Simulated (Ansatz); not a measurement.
# How many bands does the GW gap of Cs2InAgCl6 (Fm-3m) need?, part 2 of 2

Aim: see how the G0W0 gap of Cs2InAgCl6 (Fm-3m) on LDA moves with empty bands and screening cutoff, and what each rung costs.

Ansatz 0.2.0; G0W0 on LDA, plane waves, PAW. Known limits of the many-body steps: not at the basis limit; d shell near the gap, gap tends to lie low; no spin-orbit coupling; coarse k mesh.

So far. Step 4 (1078 empty bands, screening to 140 eV): Against the run with 2×2×2 mesh, 501 empty bands, screening to 84 eV, the gap moves by +0.008 eV.

In doubt: one-shot GW on d or f shells is unsure (steps 2, 3, 4, 5, 6), so the values of those runs are not to be relied on.

### 5. Changing the frequency model: 2×2×2 mesh, 1078 empty bands, screening to 140 eV, plasmon pole

A plasmon pole stands in for the full frequency dependence of the screening; this run shows what that costs in accuracy.

input.yaml reads:

```yaml
crystal:
  lattice:
    - [0.0, 5.2345, 5.2345]
    - [5.2345, 0.0, 5.2345]
    - [5.2345, 5.2345, 0.0]
  atoms:
    - { symbol: Cs, position: [0.25, 0.25, 0.25] }
    - { symbol: Cs, position: [0.75, 0.75, 0.75] }
    - { symbol: In, position: [0.0, 0.0, 0.0] }
    - { symbol: Ag, position: [0.5, 0.5, 0.5] }
    - { symbol: Cl, position: [0.76021, 0.23979, 0.23979] }
    - { symbol: Cl, position: [0.23979, 0.76021, 0.23979] }
    - { symbol: Cl, position: [0.23979, 0.76021, 0.76021] }
    - { symbol: Cl, position: [0.76021, 0.23979, 0.76021] }
    - { symbol: Cl, position: [0.23979, 0.23979, 0.76021] }
    - { symbol: Cl, position: [0.76021, 0.76021, 0.23979] }
kpoints:
  mp_grid: { grid: [2, 2, 2] }
hamiltonian:
  xc: lda
scf:
  occupations: { method: fixed }
gw:
  n_empty_bands: 1078
  ecut_chi: 140.0
  qp_bands: [v3, c3]
  qp_kpoints: band_edges
  screening: { model: godby_needs }
```

Started as:

```
$ ansatz run input.yaml --threads 3 --pin off --max-ram 92160MiB --backend cuda --events-out ev --progress --plain --runs-dir out --devices 1 --max-vram 13GiB  # rebuilt from the run's record
```

Numbers of over 12 decimals in the logs are rounded to 6 here.

Output:

```text
GPUs: using 1 of 1 available (devices: 1).
[...]
GPU FFT provider: cuFFT
GPU libraries: cuBLAS 13.8.2, cuFFT 12.4.0, cuSOLVER 12.3.4
Crystal: 10 atoms, lattice volume = 286.850 Å³
Basis set: ecut = 420 eV, 5601 PW (Γ)
Bands: 56, of which v1, the nominal top of the filled ones, is band 46 counted from 1 (45 counted from 0)
Symmetry: 48 space group operations
[...]
k-points: 3 of 8
[...]
1    45      3.3152   -27.8048     3.7746   -23.1501  0.7756     2.4279     2.4351  root
[...]
2    46      3.8780   -28.4642     3.5185   -24.1714  0.7786     3.0989     3.1036  root
     2    47      7.3409   -13.6975    -3.6283   -18.3301  0.8006     8.3512     8.3452  root
     2    48      9.3126   -10.9479    -4.7581   -16.8495  0.7967    10.4633    10.4560  root
     2    49     10.1160    -5.5394    -3.8586   -10.3511  0.8381    11.0751    11.0691  root
[key lines of the parts left out:]
SCF converged after 8 iterations
Free energy (F): -30203.185192 eV
Fermi energy:    3.881655 eV
```

Elapsed: 23 s, on 1 × NVIDIA H100 80GB HBM3 (shared by 6 runs) with 3 threads of AMD EPYC 7R13 (Zen 3), shared host; peak memory 2.6 GiB.

Numbers from this step:

- bands summed: 1124
- plasmon-pole fit frequency: 21.03 eV
- RPA ε∞ on this mesh (eigenvalues): 4.290, 4.290, 4.290
- plane waves in the screening matrix: 1067
- G0W0 gap on the mesh: 2.624 eV
- k of the valence top: 0, -0.5, -0.5
- k of the conduction bottom: 0, 0, 0
- starting gap on the mesh: 0.8817 eV
- least direct G0W0 gap on the computed points: 2.625 eV

Against the run with 2×2×2 mesh, 1078 empty bands, screening to 140 eV, the gap moves by +0.06 eV.

### 6. Changing the files and raising the bands: 2×2×2 mesh, 1599 empty bands, screening to 182 eV, hard PAW files

Other atomic data (hard PAW) test the pseudisation: the cutoff goes from 420 to 710 eV and the valence electrons from 92 to 100, which opens shells that were frozen. Bands and screening cutoff change too, so the step is no clean test of the files.

input.yaml: that of step 5 with these lines changed.

```diff
@@ -20,2 +20,3 @@
   xc: lda
+  pseudopotentials: { kind: paw, source: ansatz }
 scf:
@@ -23,6 +24,6 @@
 gw:
-  n_empty_bands: 1078
-  ecut_chi: 140.0
+  n_empty_bands: 1599
+  ecut_chi: 182.0
   qp_bands: [v3, c3]
   qp_kpoints: band_edges
-  screening: { model: godby_needs }
+  screening: { model: contour_deformation }
```

Output:

```text
GPUs: using 1 of 1 available (devices: 1).
[...]
GPU FFT provider: cuFFT
GPU libraries: cuBLAS 13.8.2, cuFFT 12.4.0, cuSOLVER 12.3.4
Crystal: 10 atoms, lattice volume = 286.850 Å³
Basis set: ecut = 710 eV, 12339 PW (Γ)
Bands: 60, of which v1, the nominal top of the filled ones, is band 50 counted from 1 (49 counted from 0)
Symmetry: 48 space group operations
[...]
k-points: 3 of 8
[...]
1    49      3.6236   -27.7820     3.6219   -23.1308  0.7357     2.5607     2.5943  root
[...]
2    50      4.1858   -28.4441     3.3415   -24.1553  0.7432     3.2134     3.2386  root
     2    51      7.6511   -13.6864    -3.8647   -18.3215  0.7709     8.4207     8.4215  root
     2    52      9.6240   -10.9359    -5.0599   -16.8382  0.7470    10.4918    10.4664  root
     2    53     10.4267    -5.5322    -3.9671   -10.3432  0.8104    11.2893    11.2707  root
[key lines of the parts left out:]
SCF converged after 9 iterations
Free energy (F): -33625.176024 eV
Fermi energy:    4.189546 eV
```

Run time: 37 s. Hardware: 1 × NVIDIA H100 80GB HBM3 (shared by 6 runs) with 3 threads; peak memory 4.1 GiB; 50 s of CPU time.

This step gave:

* bands summed: 1649
* RPA ε∞ on this mesh (eigenvalues): 4.284, 4.284, 4.284
* plane waves in the screening matrix: 1639
* G0W0 gap on the mesh: 2.628 eV
* k of the valence top: 0, -0.5, -0.5
* k of the conduction bottom: 0, 0, 0
* starting gap on the mesh: 0.8854 eV
* least direct G0W0 gap on the computed points: 2.629 eV

Against the run with 2×2×2 mesh, 1078 empty bands, screening to 140 eV, the gap moves by +0.06 eV.

### 7. Side by side

Times are wall times on 1 × NVIDIA H100 80GB HBM3 (shared by 6 runs) with 3 threads of AMD EPYC 7R13 (Zen 3), shared host, good to a factor of about two.

```csv
mesh,files,frequency,bands summed,cutoff (eV),start (eV),G0W0 (eV),time,host memory (GiB)
2×2×2,default PAW,contour deformation,223,42,0.882,2.729,7.2 s,1.2
2×2×2,default PAW,contour deformation,547,84,0.882,2.555,8.2 s,1.5
2×2×2,default PAW,contour deformation,1124,140,0.882,2.563,15 s,2.2
2×2×2,default PAW,plasmon pole,1124,140,0.882,2.624,23 s,2.6
2×2×2,hard PAW,contour deformation,1649,182,0.885,2.628,37 s,4.1
```

How the two edges are built up, in eV (the quasiparticle level is the starting level plus Σx plus Σc less Vxc):

```csv
run,edge,start,Σx,Σc,Vxc,Z,QP
223 bands,valence top,3.88,-28.47,3.90,-24.16,0.76,3.47
223 bands,conduction bottom,4.76,-10.04,-3.34,-14.82,0.80,6.20
547 bands,valence top,3.88,-28.46,3.67,-24.17,0.75,3.26
547 bands,conduction bottom,4.76,-10.04,-3.73,-14.82,0.79,5.81
1124 bands,valence top,3.88,-28.46,3.46,-24.17,0.74,3.05
1124 bands,conduction bottom,4.76,-10.04,-3.93,-14.82,0.79,5.61
```

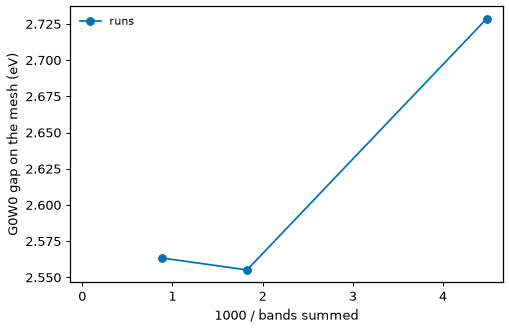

The gap against one over the number of bands.

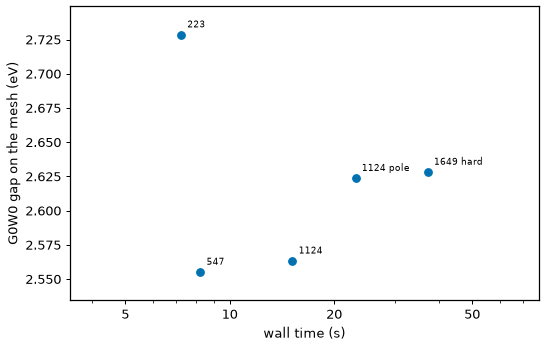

Result against wall time.

### 8. What came out

```
223 bands, 42 eV   : 2.729 eV
547 bands, 84 eV   : 2.555 eV
1124 bands, 140 eV : 2.563 eV
mesh and start     : 2×2×2, LDA
```

What this shows: From 223 to 1124 bands the gap moves by −0.17 eV while the time grows 2.1-fold. The gap turns back along the series, so no limit is drawn from it. The plasmon-pole model gives +0.06 eV against contour deformation, 4 % of the correction, and saved no time in this program. With hard PAW files and 1649 bands the gap is 2.63 eV. The 2×2×2 mesh is coarse for this cell (its supercell is 15 Å along the shortest edge). The RPA ε∞ on it, from the LDA start, is 4.29; such meshes misread the long-range screening, most where the gap is narrow. A d shell, filled or nearly so, lies near the gap. One-shot GW converges very slowly in bands there, not always from below, and on a semilocal start the gap tends to come out low; starts rich in exact exchange can overshoot instead. The many-body steps are scalar-relativistic: spin-orbit coupling is not in them.

[Paths, hosts, dates, memory and timing lines, banners, echoed tables and standing remarks are left out of the program output.]

[Logs are printed without paths, hosts, clocks, repeated set-up lines and the standing remarks that a program may print on its own settings, such as how far it seeks lower states.]

[Runs of the session that timed out or met a known fault of the program may be left out.]

[Cells called generated may have been cut or substituted from an entry of the Crystallography Open Database or the Materials Project.]

[Hosts, paths, dates, database ids (printed as entryN), source tags and the programs' standing remarks are cut or masked in the printed files.]
